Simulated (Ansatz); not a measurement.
```yaml
crystal:
  lattice:
    - [5.63369, 0.00000, 0.00000]
    - [-2.81684, 4.87892, 0.00000]
    - [0.00000, 0.00000, 20.03217]
  atoms:
    - { symbol: Al, position: [0.33333, 0.16667, 0.19968] }
    - { symbol: Al, position: [0.33333, 0.66667, 0.19968] }
    - { symbol: Al, position: [0.83333, 0.16667, 0.19968] }
    - { symbol: Al, position: [0.83333, 0.66667, 0.19968] }
    - { symbol: Al, position: [0.16667, 0.33333, 0.31281] }
    - { symbol: Al, position: [0.16667, 0.83333, 0.31281] }
    - { symbol: Al, position: [0.66667, 0.33333, 0.31281] }
    - { symbol: Al, position: [0.66667, 0.83333, 0.31281] }
    - { symbol: Al, position: [0.00000, 0.00000, 0.42592] }
    - { symbol: Al, position: [0.00000, 0.50000, 0.42592] }
    - { symbol: Al, position: [0.50000, 0.00000, 0.42592] }
    - { symbol: Al, position: [0.50000, 0.50000, 0.42592] }
    - { symbol: Al, position: [0.00000, 0.25000, 0.53583] }
```

A point of a scan over the structure, not its minimum; not relaxed (largest force 0.4 eV/Å); computed without spin polarisation.

All numbers below come from DFT LDA, scalar-relativistic, plane waves, PAW in Ansatz.

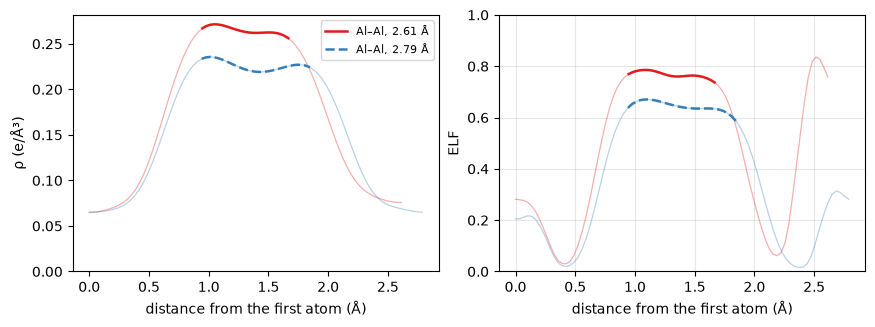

Al (slab). Valence charge density (pseudo) and electron localisation function along straight lines between neighbouring atoms. Thin, pale parts lie inside the atomic spheres.

The density is the valence pseudo-density of a PAW calculation; it isn't the true density close to the nuclei.

> Compare the contacts.

Al–Al (2.61 Å): ρ is about 0.26 e/Å³ halfway; the ELF peaks at about 0.80 between the atoms.
Al–Al (2.79 Å): ρ at the midpoint is about 0.22 e/Å³; the ELF peaks at about 0.65 between the atoms.
